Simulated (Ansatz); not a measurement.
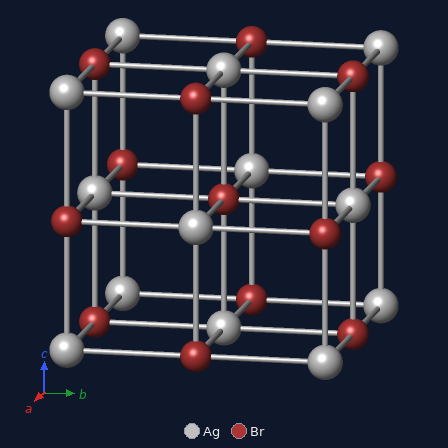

System: AgBr, space group Fm-3m (No. 225). The picture shows the conventional cell.

The given structure:
```yaml
crystal:
  lattice:
    - [0.00000, 2.92166, 2.92166]
    - [2.92166, 0.00000, 2.92166]
    - [2.92166, 2.92166, 0.00000]
  atoms:
    - { symbol: Ag, position: [0.00000, 0.00000, 0.00000] }
    - { symbol: Br, position: [0.50000, 0.50000, 0.50000] }
```

How it was computed, with Ansatz 0.2.0: third-order Birch-Murnaghan fit to density functional energies at scaled volumes of the given relaxed cell, shape and atoms relaxed at each volume; energies count from the fitted minimum; plane waves with PAW datasets, Γ-centred k mesh. Level: PBE, no spin polarisation.

- wave cutoff: 420 eV
- k mesh: 8×8×8
- occupations: Gaussian
- smearing width: 0.02 eV

Predict the energy above the minimum and pressure against volume. The volume takes the values 21.947, 22.695, 23.443, 24.191, 24.940, 25.688, 26.436, 27.434 Å³/atom.

A third-order Birch–Murnaghan fit gives V0 = 24.91 Å³/atom, B0 = 38.7 GPa and B′ = 5.4. The energy above the minimum is 55.7 meV/atom at volume 21.947 Å³/atom and 25.2 meV/atom at 27.434 Å³/atom; the lowest computed point is at volume 24.940 Å³/atom (0.0 meV/atom), and no other minimum shows. The pressure falls from 6.89 GPa at volume 21.947 Å³/atom to −2.89 GPa at 27.434 Å³/atom, and changes sign near 24.91 Å³/atom.

| volume (Å³/atom) | energy above the minimum (meV/atom) | pressure (GPa) |
| --- | --- | --- |
| 21.947 | 55.7 | 6.89 |
| 22.695 | 29.0 | 4.63 |
| 23.443 | 11.9 | 2.77 |
| 24.191 | 2.7 | 1.22 |
| 24.940 | 0.0 | −0.05 |
| 25.688 | 2.8 | −1.10 |
| 26.436 | 10.0 | −1.96 |
| 27.434 | 25.2 | −2.89 |

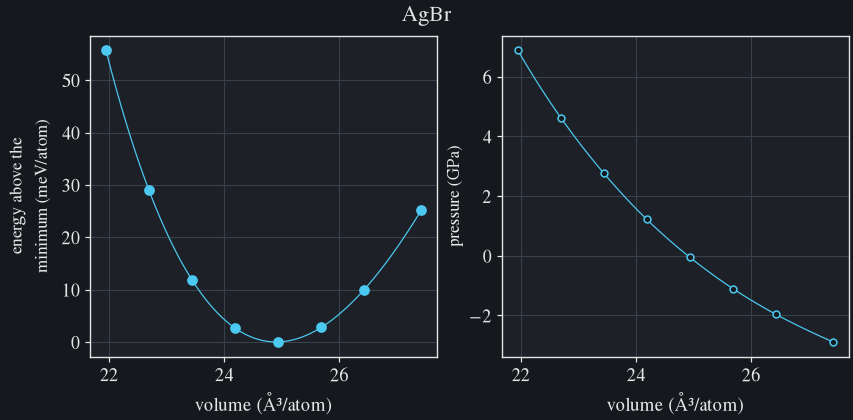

Note: a crossing between the sampled k points may be missed.
